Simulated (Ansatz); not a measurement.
# C₁₉O (slab): what the fields show

The calculation's input:

```
crystal:
  lattice:
    - [4.2535527192, 0.0, 0.0]
    - [-2.1267763596, 3.6836847111, 0.0]
    - [0.0, 0.0, 27.1904687907]
  atoms:
    - { symbol: C, position: [0.6666666667, 0.3333333333, 0.3126095422] }
    - { symbol: C, position: [0.0, 0.0, 0.3126095422] }
    - { symbol: C, position: [0.3333333333, 0.6666666667, 0.3126095422] }
    - { symbol: C, position: [0.3333333333, 0.3333333333, 0.3126095422] }
    - { symbol: C, position: [0.6666666667, 0.0, 0.3126095422] }
    - { symbol: C, position: [0.0, 0.6666666667, 0.3126095422] }
    - { symbol: C, position: [0.6666666667, 0.3333333333, 0.4420752907] }
    - { symbol: C, position: [0.0, 0.0, 0.4420752907] }
    - { symbol: C, position: [0.3333333333, 0.6666666667, 0.4420752907] }
    - { symbol: C, position: [0.6666666667, 0.6666666667, 0.4420752907] }
    - { symbol: C, position: [0.0, 0.3333333333, 0.4420752907] }
    - { symbol: C, position: [0.3333333333, 0.0, 0.4420752907] }
    - { symbol: C, position: [0.6666666667, 0.3333333333, 0.5715410392] }
    - { symbol: C, position: [0.0, 0.0, 0.5715410392] }
    - { symbol: C, position: [0.3333333333, 0.6666666667, 0.5715410392] }
    - { symbol: C, position: [0.3333333333, 0.3333333333, 0.5715410392] }
    - { symbol: C, position: [0.6666666667, 0.0, 0.5715410392] }
    - { symbol: C, position: [0.0, 0.6666666667, 0.5715410392] }
    - { symbol: C, position: [0.6666666667, 0.3333333333, 0.6296496365] }
    - { symbol: O, position: [0.6666666667, 0.3333333333, 0.6719438687] }
basis:
  ecutwfc: 500
kpoints:
  mp_grid: { grid: [9, 9, 1] }
hamiltonian:
  xc: r2scan
scf:
  occupations: { method: gaussian, width: 0.1 }
output:
  forces: true
  eigenvalues: true
  write_density: true
  write_potential: true
  elf: true
  volumetric_format: npy
relax:
  adjacent_minimum: "off"
  f_tol: 0.03
  max_steps: 70
  constraints: [{ sites: [0, 1, 2, 3, 4, 5] }]
efield:
  axis: 3
  dipole_correction: true
```

Run with:

```sh
ansatz run input.yaml --threads 2 --pin off --max-ram 5120MiB --backend cpu --events-out ev --progress --plain --runs-dir out
```

The fields are those of the relaxed geometry.

The calculation used DFT r2SCAN, scalar-relativistic, plane waves, PAW (Ansatz 0.2.0).

In a PAW calculation such maps are meaningful between the atoms, not at the nuclei.

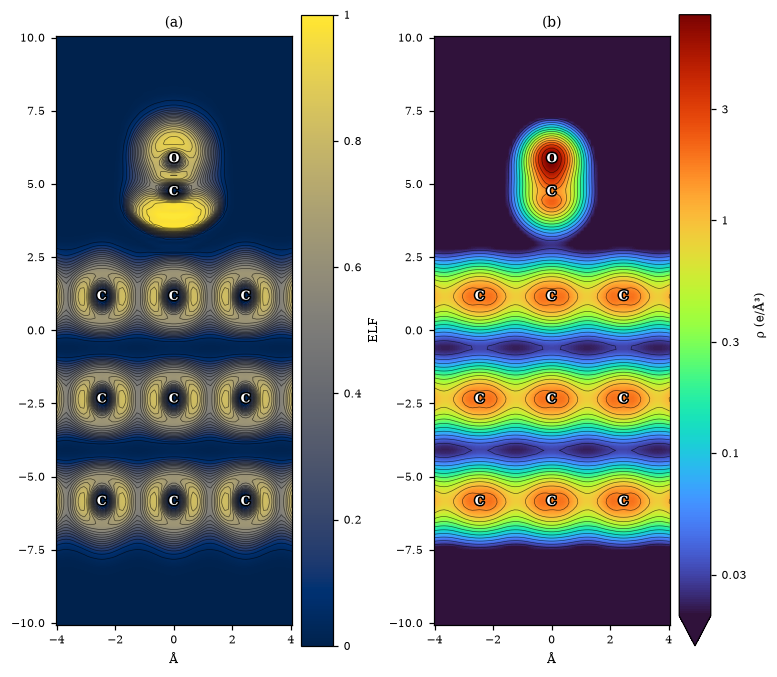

Figure 1. (a) ELF; (b) valence charge density (pseudo) on the (110) plane of the calculation cell, a cut from vacuum to vacuum.

**Interpret the plot.**

- The section cuts through C and O sites.
- Atoms just off the plane (C, 0.7 Å away) can leave unmarked features too.
- C–O (1.13 Å): the density is about 4.3 e/Å³ at the midpoint; the ELF peaks at about 0.85 between the atoms (inside overlapping PAW spheres, so only a guide); a short, multiple covalent bond.
- The density dies away to nearly zero in the vacuum.
- The ELF also peaks beside O, away from the bonds: lone-pair regions.

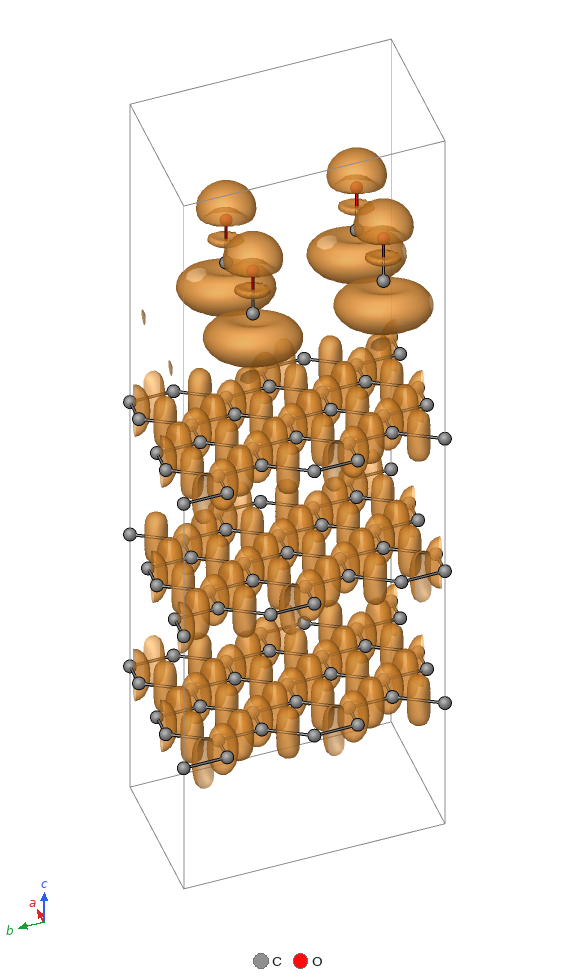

Figure 2. Isosurface of the electron localisation function at 0.8 (orange), seen at an oblique angle. Only the valence region is drawn (cores and ρ < 0.01 e/Å³ removed). Sticks mark near contacts.

**Describe the localisation domains.**

The ELF exceeds this value in 27 regions between bonded C–C atoms (shared pairs), one region between bonded C–O atoms (shared pairs), one lobe on C, pointing away from the bonds (lone pairs) and one lobe on O, pointing away from the bonds (lone pairs, which may merge into one lobe), counted in one cell of 20 atoms. Counts are for one cell; the picture repeats the cell along the surface. Along the contacts the grid gives the following. C–C (1.42 Å): the ELF peaks at about 0.95 between the atoms: a covalent bond.
